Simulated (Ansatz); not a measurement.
## What a change does: single-point calculation on Ni

System: Ni (Im-3m, 1 atom in the cell).
Method of run 1: DFT, PBEsol, plane waves (420 eV) with PAW, scalar-relativistic, no spin polarisation (Ansatz 0.2.0).

Text and figures count atoms from 1; the logs count them from 0 in places.

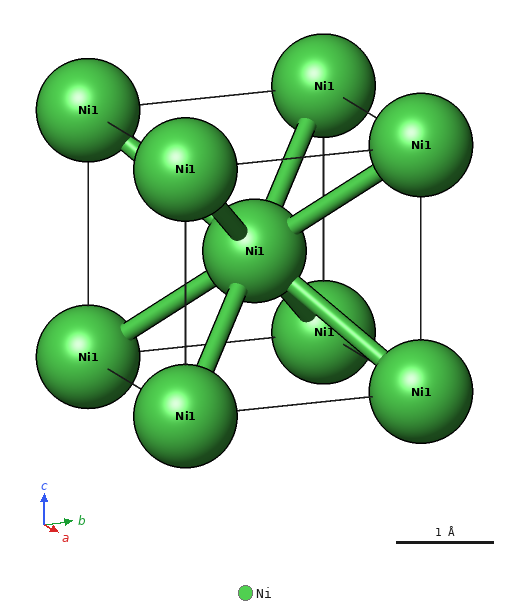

**Figure 1.** The structure as given in the input (ball-and-stick view of the cell 2 times as large as that of the calculation, set on its symmetry axes, seen slightly off an axis; atoms are numbered from 1 in the order of the input).

## Input, run 1
```yaml
crystal:
  lattice:
    - [-1.3182840642, 1.3182840642, 1.3182840642]
    - [1.3182840642, -1.3182840642, 1.3182840642]
    - [1.3182840642, 1.3182840642, -1.3182840642]
  atoms:
    - { symbol: Ni, position: [0.0, 0.0, 0.0] }
hamiltonian:
  xc: pbesol
  pseudopotentials:
    kind: paw
    azcp:
      Ni: "pseudopotentials/Ni.paw.azcp"
basis:
  ecutwfc: 420
  fft_grid_basis: typed
kpoints:
  mp_grid: { grid: [18, 18, 18], shift: [0, 0, 0] }
magnetization:
  spin_polarized: false
scf:
  occupations: { method: fermi_dirac, width: 0.1 }
  lower_state_search: "off"
output:
  stress: true
```

Hardware: 2 threads of an x86-64 CPU, shared host.

## Output, shortened to warnings, some set-up lines, iterations and results (run 1)
```
Warning: [file] the record states the generating functional pbe (its physics header spells it `PBE`), which answers neither for hamiltonian.xc's functional nor for the pbesol family's — results may be inconsistent (PPs are generated against a specific XC)
Basis set: ecut = 420 eV, 177 PW (Γ)
Symmetry: 48 space group operations
k-points: 195 of 5832
Initial density: superposition of atomic densities (neutral atoms: chi_scale 0, normalization atom), corrected by the library's trained network
[...]
SCF iter   1: F=—  HF=-5804.761353 eV  |F-HF|=—  |Δ(HF+E_count)|=         —  Δρ=2.61e-2  dr2=3.13e-2  ethr=1.77e-3  ⟨swp⟩=5.2  Hψ=13673  notcnv=0
SCF iter   2: F=—  HF=-5804.754346 eV  |F-HF|=—  |Δ(HF+E_count)|=   7.01e-3  Δρ=2.30e-3  dr2=1.89e-4  ethr=1.74e-4  ⟨swp⟩=2.0  Hψ=4766  notcnv=0
SCF iter   3: F=—  HF=-5804.754450 eV  |F-HF|=—  |Δ(HF+E_count)|=   1.05e-4  Δρ=9.26e-4  dr2=2.84e-5  ethr=1.05e-6  ⟨swp⟩=2.3  Hψ=3862  notcnv=0
SCF iter   4: F=—  HF=-5804.754486 eV  |F-HF|=—  |Δ(HF+E_count)|=   3.62e-5  Δρ=6.16e-5  dr2=1.39e-7  ethr=1.58e-7  ⟨swp⟩=2.3  Hψ=4275  notcnv=0
SCF iter   5: F=-5804.754486 eV  HF=-5804.754486 eV  |F-HF|=7.77e-10  |Δ(HF+E_count)|=   5.65e-8  Δρ=2.93e-6  dr2=1.55e-10  ethr=7.72e-10  ⟨swp⟩=2.5  Hψ=4224  notcnv=0
SCF iter   6: F=-5804.754486 eV  HF=-5804.754486 eV  |F-HF|=1.82e-12  |Δ(HF+E_count)|=  5.57e-10  Δρ=2.17e-7  dr2=1.97e-12  ethr=1.00e-12  ⟨swp⟩=2.0  Hψ=8512  notcnv=0
SCF 1 converged in 6 iterations: F = -5804.754486 eV  dr2 = 1.97e-12
SCF converged after 6 iterations
Free energy (F): -5804.754486 eV
Harris-Foulkes:  -5804.754486 eV  (|F-HF|=1.82e-12)
Internal energy: -5804.701992 eV  (E = F + TS)
E sigma→0 (E₀):  -5804.728239 eV
Entropy (-TS):   -0.052494 eV (-52.494 meV/atom)
Fermi energy:    22.085162 eV
--- Per-component energies (eV) ---
  E_band       = -215.655743
  E_kinetic    = 286.653767
  E_local      = -3149.960150  (includes V_loc(G=0)·N_el)
  E_nonlocal   = 636.160449
  E_hartree    = 1322.413615
  E_xc         = -86.272531
  E_vxc        = -111.715368  (∫ρ·V_xc dr)
  E_paw        = -1594.029366  (= ΣΔE_a)
  E_vpaw       = -521.622055  (= ΣTr[D̂ρ^β])
  E_aug_tail   = 0.000444  (compensation charges beyond the density's cutoff)
  E_ewald      = -3219.865510
  E_core_change = 0.197289  (= ΣΔE_core)
  E_smearing   = -0.052494  (= −TS)
  E_closure    = -0.000000  (closes the sum)
  Σ components = -5804.754486   (vs F -5804.754486, Δ=0.00e0)
--- Stress (GPa, compression-positive) ---
       39.444418      -0.000000      -0.000000
        0.000000      39.444418      -0.000000
        0.000000      -0.000000      39.444418
  P = ⅓ Tr σ = 39.4444 GPa (394.444 kbar)
```

The input of run 2 differs as follows (lines with − go, lines with + come):
```diff
-    - [-1.3182840642, 1.3182840642, 1.3182840642]
-    - [1.3182840642, -1.3182840642, 1.3182840642]
-    - [1.3182840642, 1.3182840642, -1.3182840642]
+    - [-1.337962847, 1.337962847, 1.337962847]
+    - [1.337962847, -1.337962847, 1.337962847]
+    - [1.337962847, 1.337962847, -1.337962847]
```

Predict how the results change.

With the same functional and potentials, run 2 lies 80.5 meV per atom lower. The pressure goes from 39.44 to 23.09 GPa. The volume per atom goes from 9.16 to 9.58 Å³. The cell is scaled evenly with the atoms at fixed fractional positions, so −ΔP/Δ ln V estimates the bulk modulus midway between the two volumes: about 370 GPa. The number of SCF iterations is the same.

## Output, shortened to warnings, some set-up lines, iterations and results (run 2)
```
Warning: [file] the record states the generating functional pbe (its physics header spells it `PBE`), which answers neither for hamiltonian.xc's functional nor for the pbesol family's — results may be inconsistent (PPs are generated against a specific XC)
Basis set: ecut = 420 eV, 177 PW (Γ)
Symmetry: 48 space group operations
k-points: 195 of 5832
Initial density: superposition of atomic densities (neutral atoms: chi_scale 0, normalization atom), corrected by the library's trained network
[...]
SCF iter   1: F=—  HF=-5804.841914 eV  |F-HF|=—  |Δ(HF+E_count)|=         —  Δρ=2.59e-2  dr2=3.25e-2  ethr=1.77e-3  ⟨swp⟩=5.2  Hψ=13588  notcnv=0
SCF iter   2: F=—  HF=-5804.834822 eV  |F-HF|=—  |Δ(HF+E_count)|=   7.09e-3  Δρ=2.67e-3  dr2=2.91e-4  ethr=1.80e-4  ⟨swp⟩=2.0  Hψ=4762  notcnv=0
SCF iter   3: F=—  HF=-5804.834909 eV  |F-HF|=—  |Δ(HF+E_count)|=   8.64e-5  Δρ=9.26e-4  dr2=3.04e-5  ethr=1.62e-6  ⟨swp⟩=2.2  Hψ=3710  notcnv=0
SCF iter   4: F=—  HF=-5804.834942 eV  |F-HF|=—  |Δ(HF+E_count)|=   3.31e-5  Δρ=7.58e-5  dr2=2.28e-7  ethr=1.69e-7  ⟨swp⟩=2.3  Hψ=4117  notcnv=0
SCF iter   5: F=-5804.834942 eV  HF=-5804.834942 eV  |F-HF|=6.12e-10  |Δ(HF+E_count)|=   1.06e-7  Δρ=4.68e-6  dr2=5.44e-10  ethr=1.27e-9  ⟨swp⟩=2.4  Hψ=4284  notcnv=0
SCF iter   6: F=-5804.834942 eV  HF=-5804.834942 eV  |F-HF|=4.55e-12  |Δ(HF+E_count)|=   1.90e-9  Δρ=2.72e-7  dr2=2.78e-12  ethr=3.02e-12  ⟨swp⟩=2.2  Hψ=9063  notcnv=0
SCF 1 converged in 6 iterations: F = -5804.834942 eV  dr2 = 2.78e-12
SCF converged after 6 iterations
Free energy (F): -5804.834942 eV
Harris-Foulkes:  -5804.834942 eV  (|F-HF|=4.55e-12)
Internal energy: -5804.778409 eV  (E = F + TS)
E sigma→0 (E₀):  -5804.806675 eV
Entropy (-TS):   -0.056533 eV (-56.533 meV/atom)
Fermi energy:    20.902095 eV
--- Per-component energies (eV) ---
  E_band       = -234.707601
  E_kinetic    = 285.479968
  E_local      = -3225.071347  (includes V_loc(G=0)·N_el)
  E_nonlocal   = 636.249041
  E_hartree    = 1350.871284
  E_xc         = -85.746193
  E_vxc        = -111.016000  (∫ρ·V_xc dr)
  E_paw        = -1594.251296  (= ΣΔE_a)
  E_vpaw       = -522.092249  (= ΣTr[D̂ρ^β])
  E_aug_tail   = 0.000513  (compensation charges beyond the density's cutoff)
  E_ewald      = -3172.507667
  E_core_change = 0.197289  (= ΣΔE_core)
  E_smearing   = -0.056533  (= −TS)
  E_closure    = 0.000000  (closes the sum)
  Σ components = -5804.834942   (vs F -5804.834942, Δ=0.00e0)
--- Stress (GPa, compression-positive) ---
       23.091556       0.000000       0.000000
       -0.000000      23.091556       0.000000
        0.000000       0.000000      23.091556
  P = ⅓ Tr σ = 23.0916 GPa (230.916 kbar)
```

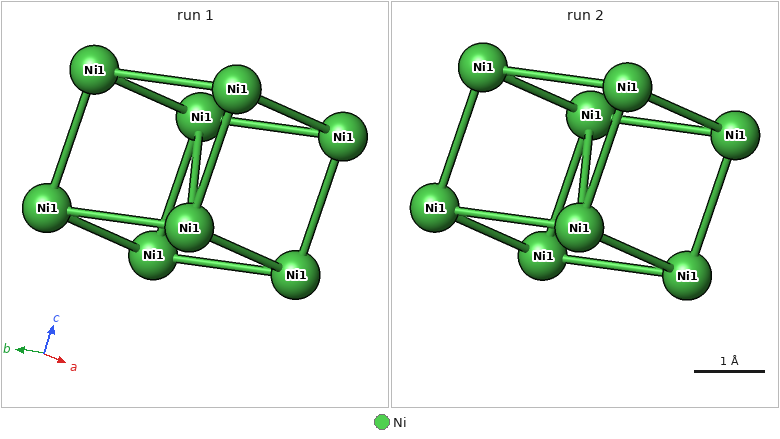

**Figure 2.** The two input geometries at one scale (ball-and-stick view of the cell of the calculation, seen at an oblique angle). The atoms keep their places relative to the cell (all moves are under 0.005 Å). The volume changes by +4.5 %, with a = b = c 2.283 → 2.317 Å (+1.5 %). Among the contacts that change: Ni1–Ni1 2.283 → 2.317 Å.

## The two runs side by side

```tsv
quantity	run 1	run 2
outcome	converged	converged
free energy per atom (eV)	−5804.7545	−5804.8349
energy per atom, smearing taken to zero (eV)	−5804.7282	−5804.8067
pressure (GPa)	39.44	23.09
volume per atom (Å³)	9.16	9.58
SCF iterations	6	6
irreducible k-points	195	195
plane waves at Γ	177	177
wall time (shared host)	0.57 s	0.58 s
```

For both runs: Warnings: the PAW datasets were made with another functional. The run has no spin polarisation, so a magnetic state may lie lower. For run 1: The cell is under a pressure of 39 GPa at this level, so it is not at its equilibrium volume. For run 2: The cell is under a pressure of 23 GPa at this level, so it is not at its equilibrium volume.
